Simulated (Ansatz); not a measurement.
Start from this file.

```yaml
crystal:
  lattice:
    - [5.00317, 0.00000, 0.00000]
    - [0.00000, 5.00317, 0.00000]
    - [0.00000, 0.00000, 3.04554]
  atoms:
    - { symbol: Zr, position: [0.29266, 0.29266, 0.00000] }
    - { symbol: Zr, position: [0.70734, 0.70734, 0.00000] }
    - { symbol: Zr, position: [0.79266, 0.20734, 0.50000] }
    - { symbol: Zr, position: [0.20734, 0.79266, 0.50000] }
    - { symbol: N, position: [0.00000, 0.00000, 0.00000] }
    - { symbol: N, position: [0.50000, 0.50000, 0.50000] }
```

Question: Characterise the structure given above.

Answer: The formula is Zr2N. Its lattice is primitive tetragonal, its space group P4_2/mnm (No. 136). With Z = 2, the cell contains 4 Zr, 2 N. The neighbours of Zr are eleven Zr and three N (2.93 to 3.05 Å to Zr, 2.07 to 2.11 Å to N). The neighbours of N are six Zr in an octahedral arrangement at 2.07 to 2.11 Å. Not all metal-metal contacts are counted. The bonds build a three-dimensional framework.

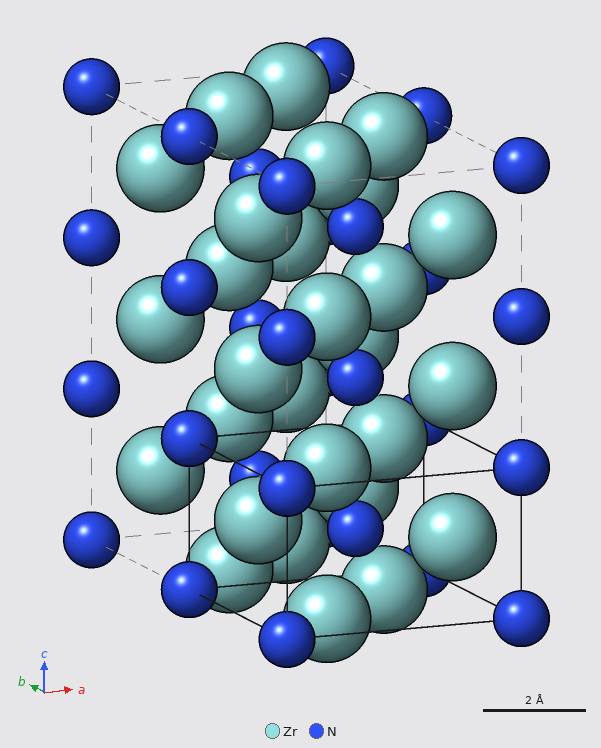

Drawn in the spheres-only manner and seen slightly off an axis. The conventional unit cell (solid box) is repeated to 1×2×3 cells. Colours: zirconium light teal, nitrogen blue.

Starting structure: a structure listed in the Materials Project. It was relaxed with DFT PBEsol, scalar-relativistic, plane waves, PAW (Ansatz 0.2.0) under a constraint or pressure on the cell, so some stress remains.

At this level of theory the run's own cell isn't at rest (compressed, at 60 GPa), so its distances can differ from those at equilibrium, the more so the softer the solid.
